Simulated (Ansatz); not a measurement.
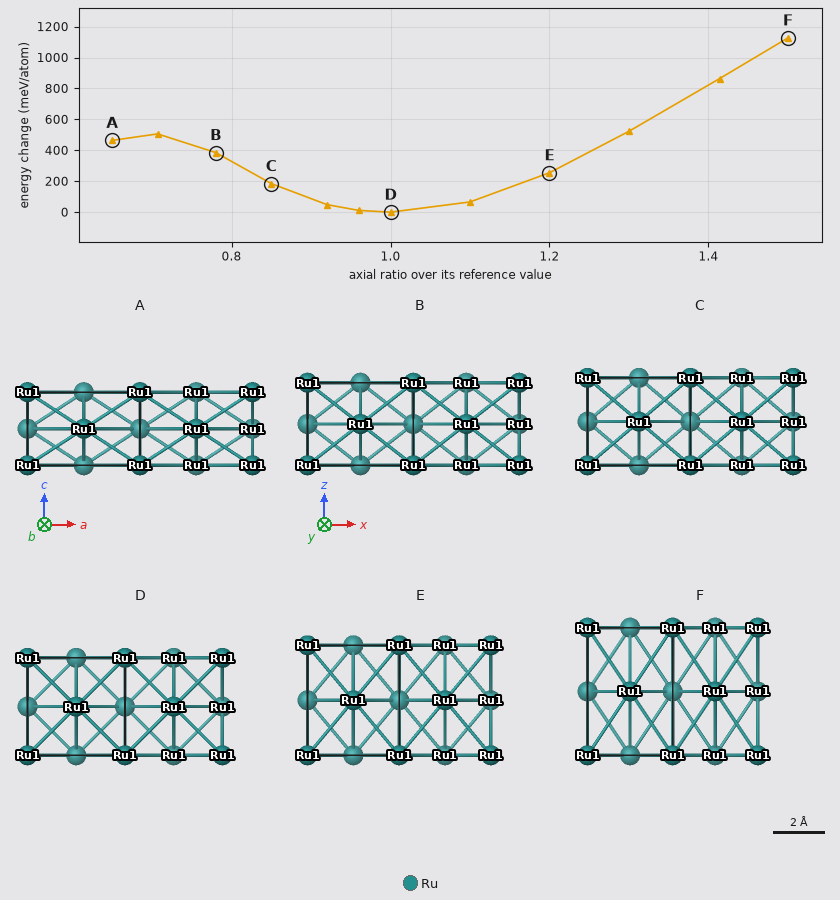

Energy scan for solid Ru (Fm-3m), in which the ratio of the cell's length along z to its lengths across, counted as 1 for the reference, is changed at fixed volume (a tetragonal or Bain path), with the atoms kept at their fractional coordinates. x, y and z are the Cartesian axes of the input. The lettered frames are marked on the plot. Style: ball-and-stick. Shown: the conventional cell (4 times the calculation's cell), repeated 2 × 1 × 1 with one cell outlined, along the b axis. Lengths and directions refer to the drawn axes.

Theory: DFT PBE, scalar-relativistic, plane waves, PAW in Ansatz. (plane-wave cutoff 420 eV; k-point mesh 24 × 24 × 24; occupations gaussian; smearing width 0.15 eV; no spin polarisation). Energies (free energies at the smearing named) are counted from the cell as listed in its source, which wasn't relaxed.

Question: What does the scan show?

Answer: Of the computed points the lowest is at the relative ratio 1.00, 0 meV/atom. A local maximum lies at 0.707 (506 meV/atom). At the ends of the scan the energy is 464 meV/atom (0.65) and 1127 meV/atom (1.50). The unrelaxed reference is under a pressure of −4.4 GPa. The distortion takes the space group from Fm-3m to I4/mmm, except for Im-3m at 0.707. At the relative ratio 1.50 the cell of the drawing goes a 3.830 → 3.346 Å, b 3.830 → 3.346 Å, c 3.830 → 5.019 Å.

The computed points:

| axial ratio over its reference value | energy change (meV/atom) |
| --- | --- |
| 0.650 | 464 |
| 0.707 | 506 |
| 0.780 | 386 |
| 0.850 | 185 |
| 0.920 | 49 |
| 0.960 | 11 |
| 1.000 | 0 |
| 1.100 | 66 |
| 1.200 | 255 |
| 1.300 | 523 |
| 1.414 | 864 |
| 1.500 | 1127 |
